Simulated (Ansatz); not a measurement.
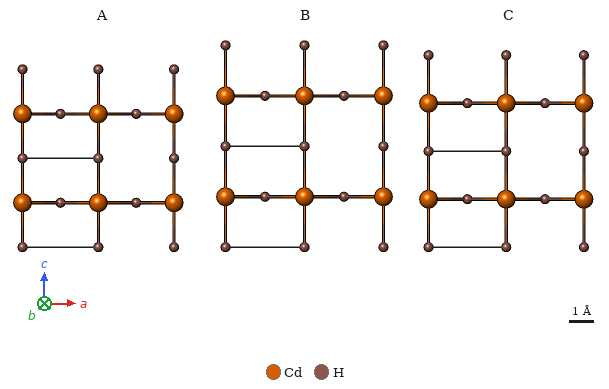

3 geometries from one relaxation of crystalline CdH$_{2}$ (a generated structure, set up in P4/mmm) (coarse preliminary run), in shuffled order. A ball-and-stick model of the cell of the calculation, repeated 2 × 1 × 2 with one cell outlined, seen along the b axis.

Level of theory: Ansatz, DFT PBE, scalar-relativistic, plane waves, PAW. Set-up: plane-wave cutoff 420 eV; k-point mesh 6 × 6 × 4; occupations gaussian; smearing width 0.1 eV; no spin polarisation; cell and atoms relaxed; force threshold 0.04 eV/Å; at most 70 steps.

Q: Put them in the order of the run, from the start to the converged end.

A: B, C, A. They are steps 0, 1, 5, at +0.340 eV per cell of the calculation, +0.134 eV per cell of the calculation relative to the last. No atom moves by more than 0.005 Å relative to the cell. Cell: a = b 3.296 → 3.163 Å (−4.0 %), c 4.213 → 3.712 Å (−11.9 %). Volume −18.8 %. Among the contacts that change: Cd–H 2.106 → 1.856 Å, Cd–H 2.330 → 2.237 Å. The space group stays P4/mmm (No. 123). The energy falls by 0.340 eV per cell of the calculation in 4 accepted moves (5 points after the start). All forces vanish by symmetry, so only the cell relaxes. The pressure goes from −7.55 to −0.08 GPa. The SCF was repeated once at an unchanged geometry on a basis and grid sized afresh for the cell, which shifted the energy by 4.3 meV per cell of the calculation at most.

Limits of the set-up: the k-point mesh is coarse for a cell with partly filled bands.
